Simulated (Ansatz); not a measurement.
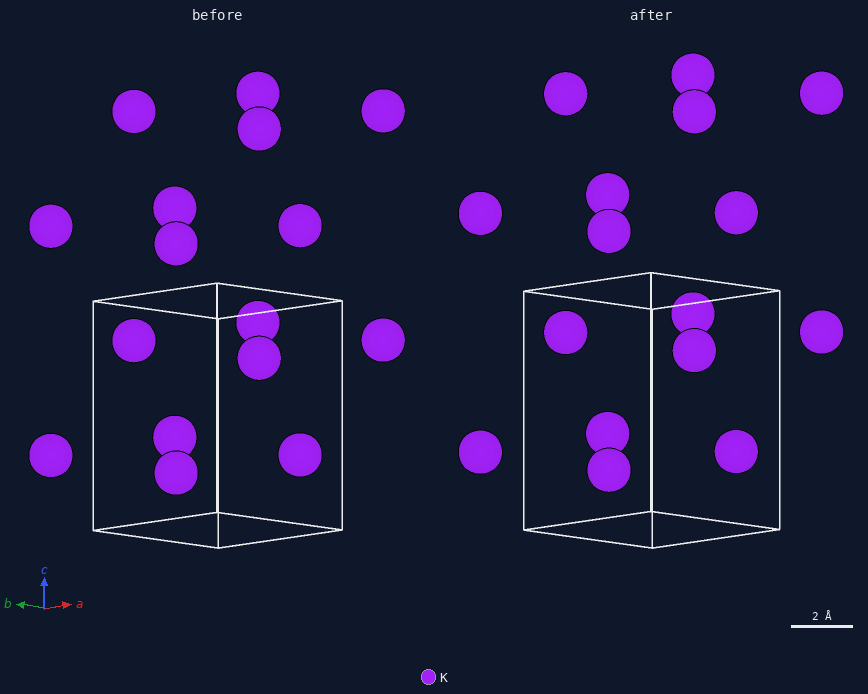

Left: a symmetric starting cell of K. Right: the same structure after one change, at the same scale. A ball-and-stick model of the cell of the calculation, repeated 2 × 2 × 2 with one cell outlined, seen from a free direction.

Theory: Ansatz 0.2.0, DFT PBE, scalar-relativistic, plane waves, PAW. (plane-wave cutoff 420 eV; k-point mesh 12 × 12 × 6; occupations gaussian; smearing width 0.1 eV; no spin polarisation)

> What was changed?

The cell is strained by +4.2 % along c and +2.7 % across it (volume +9.8 %), the atoms keeping their fractional coordinates. No relaxation follows. The starting cell wasn't computed here and needn't be at equilibrium, so pressure and forces aren't due to the change alone.

> And its effect?

The space group stays P6_3/mmc (No. 194). The pressure is −0.4 GPa (not all of it need come from the change, since the unchanged cell can be under pressure at this level too). All forces vanish by symmetry.
